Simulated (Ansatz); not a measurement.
Band-structure calculation, with input and output: ZrN

ZrN (2 atoms in the cell), computed with DFT PBEsol, scalar-relativistic, plane waves, PAW, no spin polarisation (Ansatz 0.2.0).

Figures and captions count atoms from 1; the log counts them from 0 in places.

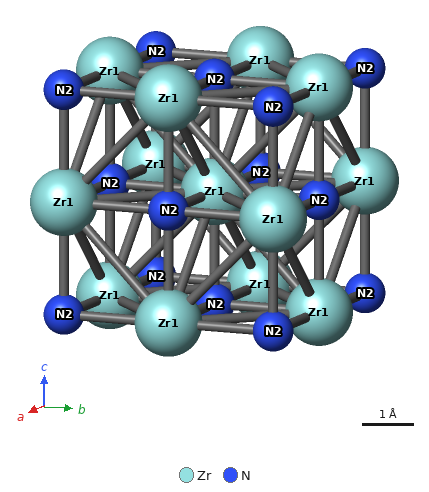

*The input geometry (ball-and-stick view of the cell 4 times as large as that of the calculation, set on its symmetry axes, seen slightly off an axis; atoms are numbered from 1 in the order of the input).*

**Key numbers**

| quantity | value |
| --- | --- |
| outcome | converged |
| space group (tolerance 0.01 Å) | Fm-3m (225) |
| electrons treated | 17 |
| free energy | −4510.9835 eV |
| Fermi energy | 17.915 eV |
| gap on the k-point mesh | none (metallic) |
| pressure | 0.01 GPa |
| largest force (length of the vector) | under 0.001 eV/Å |
| hardware | 4 threads of an Arm (aarch64) CPU, shared host |
| wall time | 3.4 s (CPU time 11 s) |
| peak memory | 0.39 GiB |

**Remarks**

The cell holds an odd number of electrons but the run has no spin polarisation, so it comes out as a metal.

**The input**
```yaml
crystal:
  lattice:
    - [0.0, 2.2758239707, 2.2758239707]
    - [2.2758239707, 0.0, 2.2758239707]
    - [2.2758239707, 2.2758239707, 0.0]
  atoms:
    - { symbol: Zr, position: [0.5, 0.5, 0.5] }
    - { symbol: "N", position: [0.0, 0.0, 0.0] }
basis:
  ecutwfc: 420
  ecutrho_ratio: 4
kpoints:
  mp_grid: { grid: [12, 12, 12] }
  band_path:
    path:
      - [[0.0, 0.0, 0.0], [0.5, 0.0, 0.5], [0.625, 0.25, 0.625]]
      - [[0.375, 0.375, 0.75], [0.0, 0.0, 0.0], [0.5, 0.5, 0.5], [0.5, 0.25, 0.75], [0.5, 0.0, 0.5]]
    npoints: 14
hamiltonian:
  xc: pbesol
scf:
  occupations: { method: gaussian, width: 0.05 }
  n_extra_bands: 11
output:
  forces: true
  stress: true
  eigenvalues: true
  populations: true
  dos: { projected: true, de: 0.02, nscf_kmesh: { grid: [18, 18, 18] } }
  bader: false
  write_density: true
  write_potential: true
  elf: true
  volumetric_format: npy
```

Launched with:
```bash
ansatz run input.yaml --threads 4 --pin off --max-ram 4096MiB --backend cpu --events-out ev --progress --plain --runs-dir out
```

**Output**
```
scf.n_extra_bands = 11 over 9 filled bands (N_el = 17.0): the run solves 20 bands
Engine: ansatz 0.2.0, aarch64-unknown-linux-gnu
Pseudopotentials: kind: paw
Pseudopotential: Zr, paw, valence charge 12, recommended cutoff 420 eV (normal), Zr.paw.azcp
Pseudopotential: N, paw, valence charge 5, recommended cutoff 420 eV (normal), N.paw.azcp
Functional definition: PBEsol
  exchange = pbesol_x
  correlation = pbesol_c
Crystal: 2 atoms, lattice volume = 23.575 Å³
Basis set: ecut = 420 eV, 459 PW (Γ), exchange–correlation on 48×48×48 points (8 copies of the dense FFT grid, shifted against one another)
Bands: 20, of which v1, the nominal top of the filled ones, is band 9 counted from 1 (8 counted from 0)
Symmetry: 48 space group operations
Space group: Fm-3m (ITA 225), of the structure as read, at distance tolerance 2.9e-5 Å
k-points: 72 of 1728
Non-local potential: Zr, projectors of the file, l = 0: 3, l = 1: 2, l = 2: 2, l = 3: 2
Non-local potential: N, projectors of the file, l = 0: 2, l = 1: 2, l = 2: 1
PAW form: soft (Blöchl's): semilocal exchange-correlation on the pseudo side does not see the compensation charge
PAW frozen core: Zr, regenerated for the run's functional, and the local potential with it (the file was generated under x = pbe(κ = 0.804, μ = 0.2195149727645171), c = pbe(β = 0.06672455060314922))
PAW frozen core: N, regenerated for the run's functional, and the local potential with it (the file was generated under x = pbe(κ = 0.804, μ = 0.2195149727645171), c = pbe(β = 0.06672455060314922))
PAW one-centre angular grid: Zr, 590 points (default); XC on 64 Gauss nodes
PAW one-centre angular grid: N, 110 points (default); XC on 64 Gauss nodes
Initial density: superposition of atomic densities (neutral atoms: chi_scale 0, normalization atom), corrected by the library's trained network
Initial wavefunctions: pseudopotential atomic-orbital guess
Functional: x = pbesol(κ = 0.804, μ = 0.12345679012345678), c = pbesol(β = 0.046)
SCF iter   1: F=—  HF=-4510.991764 eV  |F-HF|=—  |Δ(HF+E_count)|=         —  Δρ=1.18e-2  dr2=3.32e-2  ethr=1.77e-3  ⟨swp⟩=5.1  Hψ=7054  notcnv=0  defer=39
preconditioner: auto → none  [insulator: Δε(μ)=0.167 eV  Ē_g=26.542 eV  σ=0.050 eV  W_gap=0.98  n_scr=8 (ndim 8)  ℏωp=29.6 eV  f_vac=0.000  D(μ)=0.03/eV (n_scr^D=0)  ε∞_Penn≈2.2]
SCF iter   2: F=—  HF=-4510.984787 eV  |F-HF|=—  |Δ(HF+E_count)|=   6.98e-3  Δρ=4.57e-3  dr2=5.71e-3  ethr=1.95e-4  ⟨swp⟩=1.8  Hψ=2258  notcnv=0  defer=212
SCF iter   3: F=—  HF=-4510.983541 eV  |F-HF|=—  |Δ(HF+E_count)|=   1.25e-3  Δρ=5.42e-4  dr2=6.78e-5  ethr=3.36e-5  ⟨swp⟩=1.6  Hψ=1231  notcnv=0  defer=212
SCF iter   4: F=—  HF=-4510.983525 eV  |F-HF|=—  |Δ(HF+E_count)|=   1.58e-5  Δρ=8.46e-5  dr2=1.46e-6  ethr=3.99e-7  ⟨swp⟩=1.5  Hψ=1180  notcnv=0  defer=212
iter 5 did not close the SCF: its close was put off for the readings that it lacked (scf_convergence_deferred on its scf_iter line)
SCF iter   5: F=-4510.983525 eV  HF=-4510.983525 eV  |F-HF|=2.37e-9  |Δ(HF+E_count)|=   1.40e-7  Δρ=7.76e-6  dr2=9.20e-9  ethr=8.61e-9  ⟨swp⟩=2.3  Hψ=1439  notcnv=0  defer=212
SCF iter   6: F=-4510.983525 eV  HF=-4510.983525 eV  |F-HF|=8.73e-11  |Δ(HF+E_count)|=   1.23e-9  Δρ=8.68e-7  dr2=1.16e-10  ethr=5.41e-11  ⟨swp⟩=8.6  Hψ=7713  notcnv=0
SCF 1 converged in 6 iterations: F = -4510.983525 eV  dr2 = 1.16e-10
  greatest PAW one-centre occupation: 0.996 electrons in one spin orbital (limit 2), on the Zr atom at site 0 (counted from 0), in its partial waves of l = 0
```

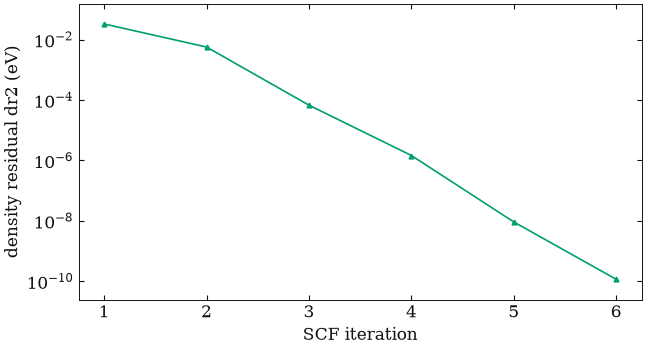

*Convergence of the self-consistent field: density residual dr2 against the SCF iteration.*

The residual falls at every step.

```
NSCF: frozen V_eff on 86 k-points
NSCF: frozen V_eff on 195 k-points
SCF converged after 6 iterations
Free energy (F): -4510.983525 eV
Harris-Foulkes:  -4510.983525 eV  (|F-HF|=8.73e-11)
Internal energy: -4510.983489 eV  (E = F + TS)
E sigma→0 (E₀):  -4510.983507 eV
Entropy (-TS):   -0.000037 eV (-0.018 meV/atom)
Fermi energy:    17.915146 eV
--- Per-component energies (eV) ---
  E_band       = -20.623806
  E_kinetic    = 468.197484
  E_local      = -610.411884  (includes V_loc(G=0)·N_el)
  E_nonlocal   = 124.922136
  E_hartree    = 183.253761
  E_xc         = -222.841450
  E_vxc        = -270.173888  (∫ρ·V_xc dr)
  E_paw        = -3021.798968  (= ΣΔE_a)
  E_vpaw       = -99.665341  (= ΣTr[D̂ρ^β])
  E_aug_tail   = 0.000115  (compensation charges beyond the density's cutoff)
  E_ewald      = -1432.498501
  E_core_change = 0.193819  (= ΣΔE_core)
  E_smearing   = -0.000037  (= −TS)
  E_closure    = -0.000000  (closes the sum)
  Σ components = -4510.983525   (vs F -4510.983525, Δ=0.00e0)
--- Forces (eV/Å), atoms counted from 1 ---
  atom   1  Zr     0.00000000     0.00000000    -0.00000000
  atom   2  N     -0.00000000     0.00000000     0.00000000
  max |Σ_I F_I| component: 1.38e-29 eV/Å
--- Stress (GPa, compression-positive) ---
        0.009066       0.000000       0.000000
        0.000000       0.009066       0.000000
        0.000000      -0.000000       0.009066
  P = ⅓ Tr σ = 0.0091 GPa (0.091 kbar)
--- Band table (eV; the first three rows and the last of 72) ---
  k-point 0: bands = ["-31.4514", "-9.0762", "-9.0762", "-9.0762", "1.6283", "15.2731", "15.2731", "15.2731", "17.5111", "17.5111", "17.5111", "19.5604", "19.5604", "20.9976", "27.0540", "40.8572", "40.8572", "40.8572", "42.7768", "42.7768"]
  k-point 1: bands = ["-31.4410", "-9.1727", "-9.0831", "-9.0831", "1.7798", "14.6778", "14.8612", "14.8612", "17.7187", "17.7275", "17.7275", "20.0885", "20.0885", "21.4078", "27.5399", "39.2013", "39.8893", "39.8893", "43.1595", "43.1595"]
  k-point 2: bands = ["-31.4122", "-9.4267", "-9.1018", "-9.1018", "2.1920", "13.4837", "14.0514", "14.0514", "18.0756", "18.2656", "18.2656", "21.3228", "21.3228", "22.3742", "28.7893", "36.9580", "37.7398", "37.7398", "43.8127", "43.8127"]
  k-point 71: bands = ["-31.2409", "-9.7864", "-9.7864", "-9.5398", "2.8060", "12.4145", "13.1719", "13.1719", "18.9877", "18.9877", "22.6758", "22.7896", "24.0621", "29.6312", "30.0621", "30.0621", "33.8226", "36.5182", "36.5182", "40.4141"]
--- Löwdin populations: 2 sites ---
  site symbol       q [e]
     0     Zr     11.2595
     1      N      5.6755
  spilling = 0.003826 (of n_electrons = 17.000000)
```

**File populations.tsv**
```
# site	symbol	l	j	q
# orbitals = lowdin
# n_electrons = 17.000000
# spilling = 0.003826
0	Zr	0_4S	-	1.926618
0	Zr	0_5S	-	0.436219
0	Zr	1_4P	-	5.977835
0	Zr	2_4D	-	2.918782
1	N	0_2S	-	1.488889
1	N	1_2P	-	4.186617
```

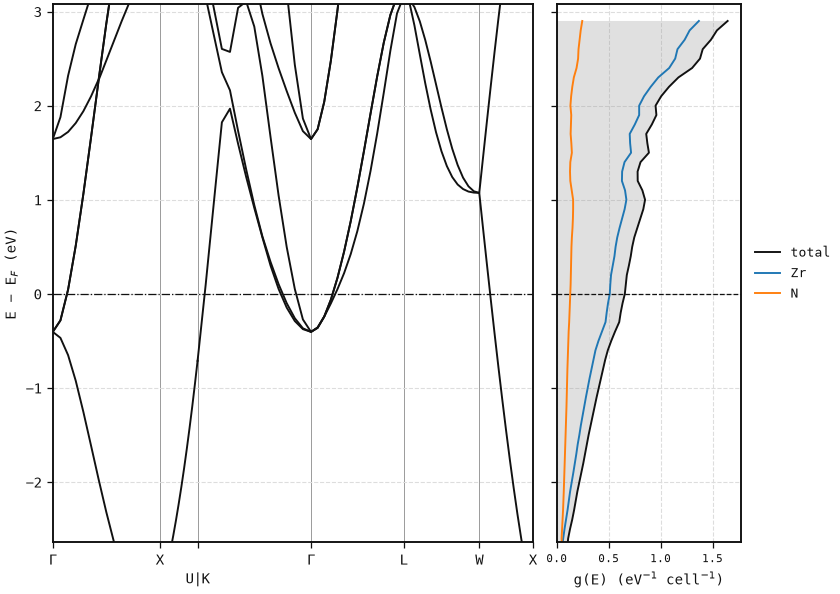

*Band structure along Γ–X–U|K–Γ–L–W–X and density of states (projected on Löwdin-orthogonalised atomic shells), with energies from the Fermi level.*

Bands cross the Fermi level: a metal at this level of theory.

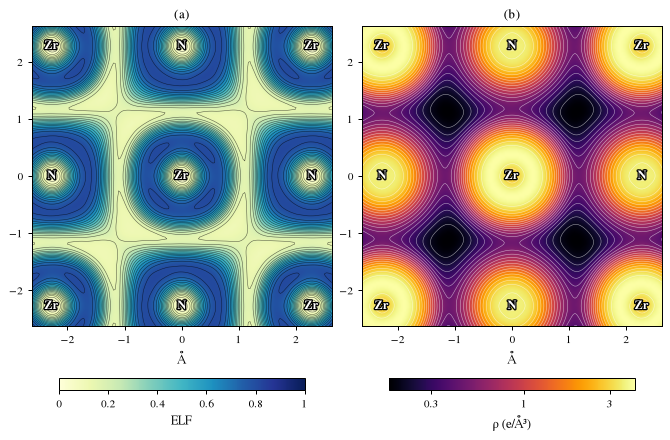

*(a) ELF; (b) valence electron density on the (010) plane of the conventional cell.*

The section cuts through Zr and N sites. Zr–N (2.28 Å): the density is about 0.47 e/Å³ at the midpoint; the ELF peaks at about 0.80 in the valence shell of N, 0.7 Å from its nucleus, and drops to about 0.15 between the two atoms; a polar contact without a shared pair, in a metal. Zr–Zr (3.22 Å): the density is about 0.18 e/Å³ at the midpoint; the ELF is about 0.15 at the midpoint (no shared electron pair). Away from the nuclei the density in this plane falls to 0.18 e/Å³ at its lowest. The strong features right at Zr lie inside the PAW spheres (semicore, d or f shells) and say nothing about bonding. In a PAW calculation such maps are meaningful between the atoms, not at the nuclei.

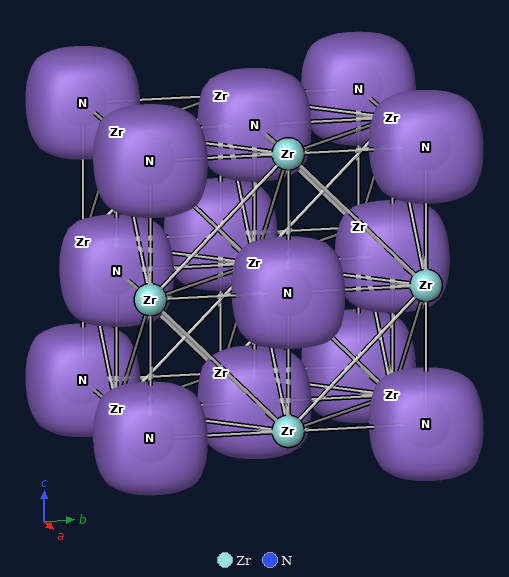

*Isosurface of the ELF at 0.6 (purple), seen slightly off an axis. Only the valence region is drawn (cores and ρ < 0.01 e/Å³ removed). Sticks mark near contacts. The outline is the cell set on symmetry axes.*

Values along the shortest contacts: Zr–N (2.28 Å): the ELF peaks at about 0.80 in the valence shell of N, 0.7 Å from its nucleus, and drops to about 0.15 between the two atoms (no shared pair; the contact is polar). Zr–Zr (3.22 Å): the ELF is about 0.15 at the midpoint (no shared electron pair).
